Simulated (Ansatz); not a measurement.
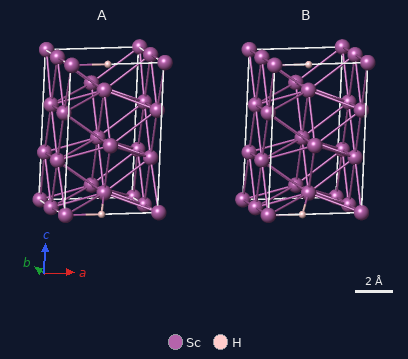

Two geometries of a defect cell of composition Sc12H, drawn at one scale. One is the start of a relaxation, the other its converged end. A ball-and-stick model of the cell of the calculation, reduced to other axes, seen slightly off an axis. Lengths and directions refer to the drawn axes.

Computed with DFT LDA, scalar-relativistic, plane waves, PAW in Ansatz 0.2.0. Settings: plane-wave cutoff 420 eV; k-point mesh 3 × 2 × 3; occupations gaussian; smearing width 0.05 eV; no spin polarisation; atoms relaxed in a fixed cell; force threshold 0.03 eV/Å; at most 60 steps.

Which of the two is the end point?

Structure A is the relaxed one. It is an interstitial H in hcp Sc. The run prepares an end point of a later path (interstitial hop) calculation, from a guessed geometry. The atom that moves furthest is the H atom (0.19 Å roughly along [2 −1 0]). By element the largest moves are H 0.19 Å, Sc 0.08 Å. The cell stays as it was. Some distances before and after: H–Sc 2.129 → 1.993 Å, Sc–Sc 3.258 → 3.348 Å, H–Sc 1.958 → 2.039 Å, Sc–Sc 3.258 → 3.189 Å. Bond angles that change, for instance: Sc–H–Sc 112.4° → 104.5°, Sc–H–Sc 106.4° → 114.2°, Sc–H–Sc 110.7° → 104.9°. The energy falls by 70.5 meV per cell of the calculation in 4 geometry steps. Largest force component: 0.4 eV/Å at the start, 0.005 eV/Å at the end.

Limits of the set-up: the k-point mesh is coarse for a cell with partly filled bands; the periodic images lie only 5.3 Å apart, so the values are limited by the cell's size.
